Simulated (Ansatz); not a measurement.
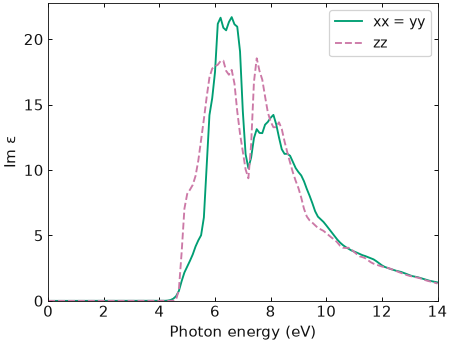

Imaginary part of the dielectric function from interband transitions, 18×18×10 mesh, 0.1 eV broadening.

The Ansatz input:

```
crystal:
  lattice:
    - [3.0759438457, 0.0, 0.0]
    - [-1.5379719229, 2.663845511, 0.0]
    - [0.0, 0.0, 5.0477648992]
  atoms:
    - { symbol: Si, position: [0.3333333333, 0.6666666667, 0.0045894445] }
    - { symbol: Si, position: [0.6666666667, 0.3333333333, 0.5045894445] }
    - { symbol: C, position: [0.3333333333, 0.6666666667, 0.3804105555] }
    - { symbol: C, position: [0.6666666667, 0.3333333333, 0.8804105555] }
basis:
  ecutwfc: 420
kpoints:
  mp_grid: { grid: [12, 12, 6] }
hamiltonian:
  xc: pbesol
scf:
  occupations: { method: gaussian, width: 0.01 }
  n_extra_bands: 16
output:
  eigenvalues: true
  optics: { e_range: [0, 14], sigma: 0.1, nscf_kmesh: { grid: [18, 18, 10] } }
checkpoint:
  read: start.run
  write: ck
  compress: false
  write_wavefunctions: false
  write_every: 100000
```

Command:
```bash
ansatz run input.yaml --threads 1 --pin off --max-ram 3072MiB --backend cpu --events-out ev --progress --plain --runs-dir out
```

**Where does absorption set in?**

The smallest direct gap is 3.86 eV; Im ε reaches a twentieth of its peak at about 4.8 eV, so absorption builds up slowly above the gap.

**Does it absorb visible light at this level?**

It doesn't absorb visible light: direct transitions start above 3.2 eV, in the ultraviolet.

**Where are the main peaks of Im ε?**

The most prominent peaks of Im ε (xx = yy) lie at 6.6 eV (22) and 8.1 eV (14). For zz they lie at 6.3 eV (18) and 7.5 eV (19).

Independent particles: no excitons or local fields.
